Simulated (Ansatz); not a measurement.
```
Te
1.0
     6.52309    0.00000    0.00000
    -3.26154    5.64916    0.00000
     0.00000    0.00000    5.76595
Te
3
Direct
  0.82386 0.82386 0.00000
  0.00000 0.17614 0.66667
  0.17614 0.00000 0.33333
```

Space group P3₁21.

All numbers below come from Ansatz 0.2.0, Kohn-Sham DFT of a periodic cell, RPBE, Ansatz PAW.

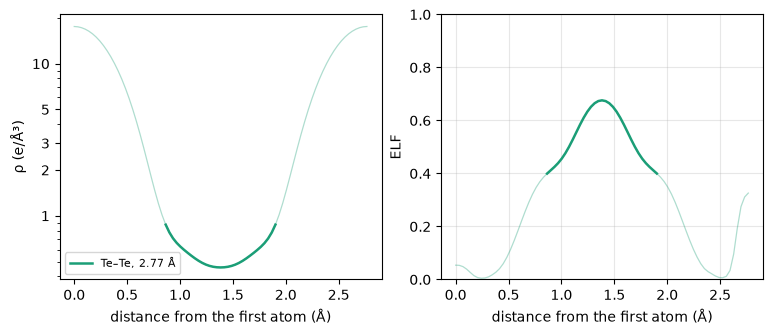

Te. Valence charge density (pseudo) and electron localisation function along straight lines between neighbouring atoms. Thin, pale parts lie inside the atomic spheres.

In a PAW calculation such maps are meaningful between the atoms, not at the nuclei.

Question: What can be read from the curves?

Answer: Te–Te (2.77 Å): ρ is about 0.46 e/Å³ halfway; the ELF peaks at about 0.70 between the atoms.
